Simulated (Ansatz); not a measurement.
# Na: 5 runs along one coordinate

System: Na (1 atom in the cell).
Method: DFT PBE, scalar-relativistic, plane waves, PAW, no spin polarisation (Ansatz 0.2.0).

The 5 runs differ only in the geometry, by a strain of the cell at fixed fractional positions. Against run 3, the strain is εxx = η and εyy = η. The structure derives from an entry of the Crystallography Open Database.

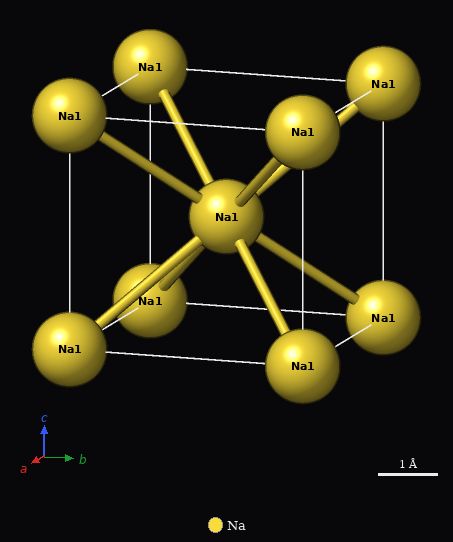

Figure 1. The structure of run 3 (ball-and-stick view of the cell 2 times as large as that of the calculation, set on its symmetry axes, seen slightly off an axis; atoms are numbered from 1 in the order of the input).

**Input of run 3**
```yaml
crystal:
  lattice:
    - [-2.1175, 2.1175, 2.053975]
    - [2.1175, -2.1175, 2.053975]
    - [2.1175, 2.1175, -2.053975]
  atoms:
    - { symbol: Na, position: [0.0, 0.0, 0.0] }
basis:
  ecutwfc: 420
kpoints:
  mp_grid: { grid: [16, 16, 16] }
hamiltonian:
  xc: pbe
scf:
  occupations: { method: gaussian, width: 0.15 }
output:
  forces: true
  stress: true
  eigenvalues: true
```

Lattice vectors (Å) and fractional positions of run 3:
```
  -2.117500    2.117500    2.053975
   2.117500   -2.117500    2.053975
   2.117500    2.117500   -2.053975
Na  0.000000  0.000000  0.000000
```

Run 4 differs from it as follows:
```diff
-    - [-2.1175, 2.1175, 2.053975]
-    - [2.1175, -2.1175, 2.053975]
-    - [2.1175, 2.1175, -2.053975]
+    - [-2.1492625, 2.1492625, 2.053975]
+    - [2.1492625, -2.1492625, 2.053975]
+    - [2.1492625, 2.1492625, -2.053975]
```

**Results, with one run withheld**

```csv
run,strain parameter η (%),"free energy per atom, from the lowest run given (meV)",pressure (GPa)
1,−3.0000,3.68,0.56
2,−1.5000,0.91,0.28
3,0.0000,0.00,0.03
4,1.5000,?,?
5,3.0000,3.12,−0.39
```

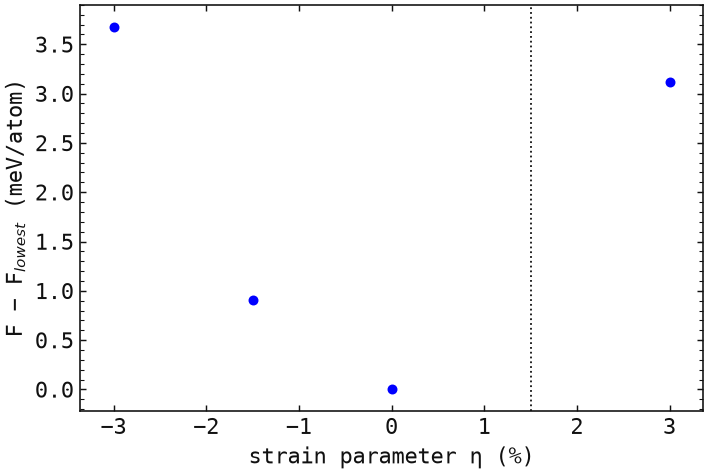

Figure 2. Free energy per atom of the runs given; the dotted line marks run 4.

Fit the runs given and predict run 4.

A quadratic polynomial in the coordinate, fitted to the 4 runs given, misses them by at most 0.05 meV per atom. With x = η + 0.3750, it reads F = 0.052216 − 0.37521 x + 0.38101 x² (meV per atom). At run 4 it gives 0.69 meV per atom, and the run itself gives 0.79. The fit has its minimum at η = 0.1174 %.

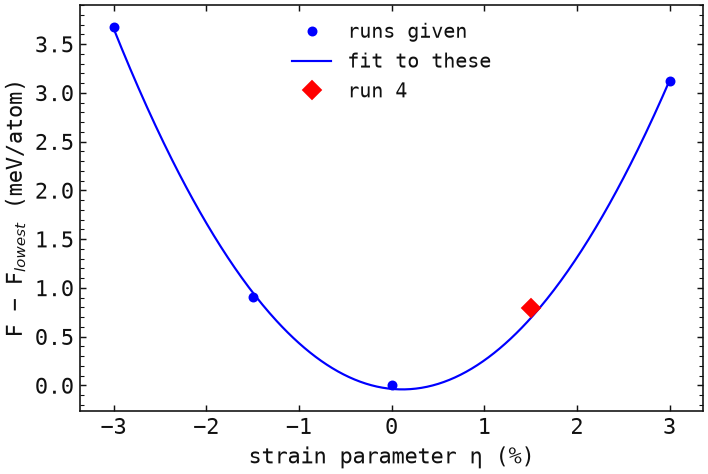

Figure 3. The fit and the withheld run.

**Output, shortened to warnings, some set-up lines, iterations and results (run 4)**
```
Basis set: ecut = 420 eV, 735 PW (Γ), exchange–correlation on 50×50×50 points (8 copies of the dense FFT grid, shifted against one another)
Symmetry: 16 space group operations
k-points: 349 of 4096
Initial density: superposition of atomic densities (neutral atoms: chi_scale 0, normalization atom), corrected by the library's trained network
[...]
SCF iter   1: F=—  HF=-1486.418371 eV  |F-HF|=—  |Δ(HF+E_count)|=         —  Δρ=4.74e-4  dr2=4.39e-5  ethr=1.77e-3  ⟨swp⟩=4.9  Hψ=19768  notcnv=0
SCF iter   2: F=—  HF=-1486.418249 eV  |F-HF|=—  |Δ(HF+E_count)|=   1.22e-4  Δρ=1.53e-4  dr2=7.28e-6  ethr=4.88e-7  ⟨swp⟩=2.1  Hψ=7581  notcnv=0
SCF iter   3: F=—  HF=-1486.418268 eV  |F-HF|=—  |Δ(HF+E_count)|=   1.90e-5  Δρ=8.53e-5  dr2=3.15e-6  ethr=8.09e-8  ⟨swp⟩=2.4  Hψ=4264  notcnv=0
SCF iter   4: F=—  HF=-1486.418274 eV  |F-HF|=—  |Δ(HF+E_count)|=   6.00e-6  Δρ=3.18e-5  dr2=4.05e-7  ethr=3.50e-8  ⟨swp⟩=2.4  Hψ=4485  notcnv=0
SCF iter   5: F=-1486.418274 eV  HF=-1486.418274 eV  |F-HF|=2.35e-8  |Δ(HF+E_count)|=   5.29e-8  Δρ=1.10e-5  dr2=2.29e-8  ethr=4.50e-9  ⟨swp⟩=2.0  Hψ=4266  notcnv=0
SCF iter   6: F=-1486.418274 eV  HF=-1486.418274 eV  |F-HF|=6.57e-10  |Δ(HF+E_count)|=   8.29e-9  Δρ=2.56e-6  dr2=1.38e-9  ethr=2.54e-10  ⟨swp⟩=2.9  Hψ=11155  notcnv=0
SCF 1 converged in 6 iterations: F = -1486.418274 eV  dr2 = 1.38e-9
SCF converged after 6 iterations
Free energy (F): -1486.418274 eV
Harris-Foulkes:  -1486.418274 eV  (|F-HF|=6.57e-10)
Internal energy: -1486.413145 eV  (E = F + TS)
E sigma→0 (E₀):  -1486.415710 eV
Entropy (-TS):   -0.005129 eV (-5.129 meV/atom)
Fermi energy:    1.640154 eV
--- Per-component energies (eV) ---
  E_band       = -242.129988
  E_kinetic    = 120.109223
  E_local      = -1449.618075  (includes V_loc(G=0)·N_el)
  E_nonlocal   = 115.090507
  E_hartree    = 530.720801
  E_xc         = -38.315690
  E_vxc        = -49.229192  (∫ρ·V_xc dr)
  E_paw        = -263.164556  (= ΣΔE_a)
  E_vpaw       = -39.925196  (= ΣTr[D̂ρ^β])
  E_aug_tail   = -0.000032  (compensation charges beyond the density's cutoff)
  E_ewald      = -501.235323
  E_smearing   = -0.005129  (= −TS)
  E_closure    = -0.000000  (closes the sum)
  Σ components = -1486.418274   (vs F -1486.418274, Δ=0.00e0)
--- Forces (eV/Å), atoms counted from 1 ---
  atom   1  Na     0.00000000     0.00000000    -0.00000000
  max |Σ_I F_I| component: 4.93e-32 eV/Å
--- Stress (GPa, compression-positive) ---
       -0.226252       0.000000       0.000000
        0.000000      -0.226252      -0.000000
        0.000000      -0.000000      -0.129960
  P = ⅓ Tr σ = -0.1942 GPa (-1.942 kbar)
```
